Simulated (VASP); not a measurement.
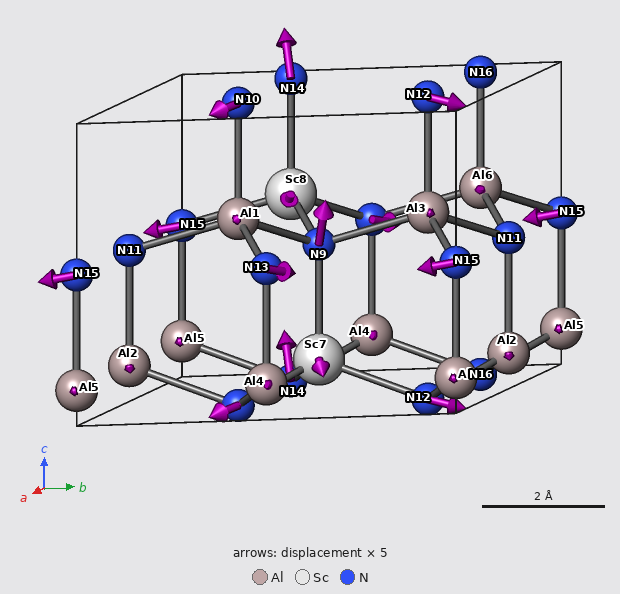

This is a relaxation of a crystal of ScAl$_{3}$N$_{4}$ (a generated structure, set up in Cmc2_1). The starting structure is drawn; purple arrows show the displacements (the part carried along by the change of the cell is left out), 5 times their true length.

A ball-and-stick model of the cell of the calculation (origin shifted), seen slightly off an axis.

The run lets cell and atoms move.

All numbers below come from Kohn-Sham DFT of a periodic cell, PBEsol, VASP PAW PBE potentials, recommended in VASP.

Input
```
ALGO = Normal
EDIFF = 1E-7
EDIFFG = -0.02
ENCUT = 600
GGA = PS
IBRION = 2
ISIF = 3
ISMEAR = 0
LASPH = True
LCHARG = False
LREAL = False
LWAVE = False
NELM = 60
NSW = 60
PREC = Accurate
SIGMA = 0.05
```

Command:
```bash
cat potpaw_PBE.64/Al/POTCAR potpaw_PBE.64/Sc_sv/POTCAR potpaw_PBE.64/N/POTCAR > POTCAR
mpirun -np 1 vasp_std > vasp.out
```

Atoms of which element are displaced furthest, and by how much?

Nitrogen: up to 0.18 Å, against 0.08 Å for scandium.

What did the optimiser do to the structure, and how much energy did it gain?

The largest moves relative to the cell, 0.18 Å, are those of N9 and N14. N9 goes roughly along [2 1 3]. By element the largest moves are N 0.18 Å, Sc 0.08 Å, Al 0.03 Å. Cell: a 6.454 → 6.447 Å (−0.1 %), b 6.454 → 6.479 Å (+0.4 %), c 5.025 → 4.997 Å (−0.6 %), γ 120.0° → 120.2°. Volume −0.5 %. Some distances before and after: Sc7–N9 1.919 → 2.121 Å, Sc7–N10 1.955 → 2.052 Å, Sc7–N14 1.955 → 2.043 Å, Al1–N13 1.955 → 1.890 Å. Among the angles between lasting bonds that change: Al4–N14–Al5 111.2° → 119.9°, Sc7–N14–Sc8 107.7° → 99.9°, N9–Sc7–N14 107.7° → 101.4°. The space group stays Cmc2_1 (No. 36). The energy falls by 91.0 meV per atom in 13 geometry steps. The largest force component goes from 2.9 to 0.015 eV/Å. The pressure goes from 2.78 to 0.01 GPa.
